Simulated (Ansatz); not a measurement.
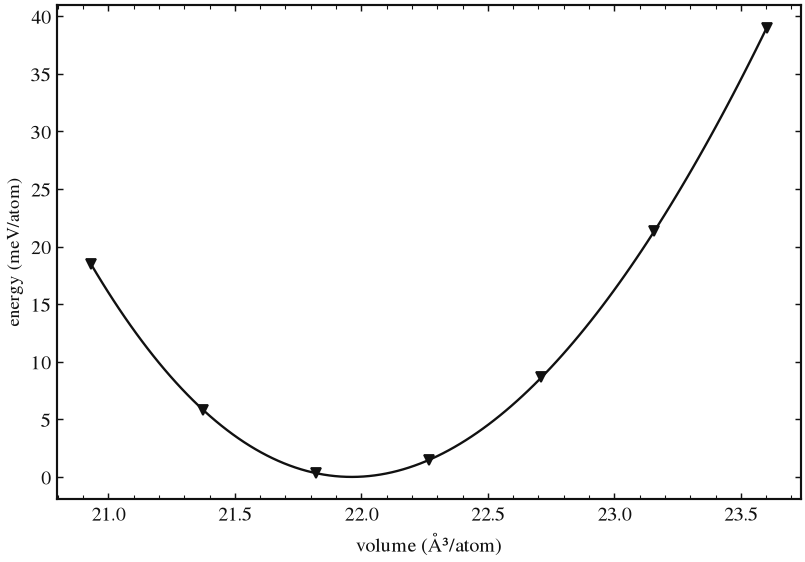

**Figure.** Energy against volume for C, space group P6/mmm (No. 191).

A third-order Birch–Murnaghan fit gives V0 = 21.96 Å³/atom, B0 = 114 GPa and B′ = 3.5. The energy is 18.49 meV/atom at volume 20.93 Å³/atom and 39.02 meV/atom at 23.60 Å³/atom; the lowest computed point is at volume 21.82 Å³/atom (0.32 meV/atom).

Method: all-electron LAPW DFT, no spin polarisation; energies at scaled volumes of the given cell, shape and fractions fixed, counted from the fit's minimum, third-order Birch-Murnaghan fit (Ansatz 0.2.0). Level: LDA.

- k mesh: 12×12×3
- occupations: Fermi–Dirac
- smearing width: 0.05 eV
- potentials: all electron LAPW, scalar relativistic
- program settings: basis error eV/atom 0.001

Cell as given: a = 2.456 Å, b = 2.456 Å, c = 8.524 Å, α = 90.00°, β = 90.00°, γ = 120.00°; 2 atoms.

Keep in mind: shape and atomic fractions are frozen while scaling, which makes layered, chain and framework solids too stiff.
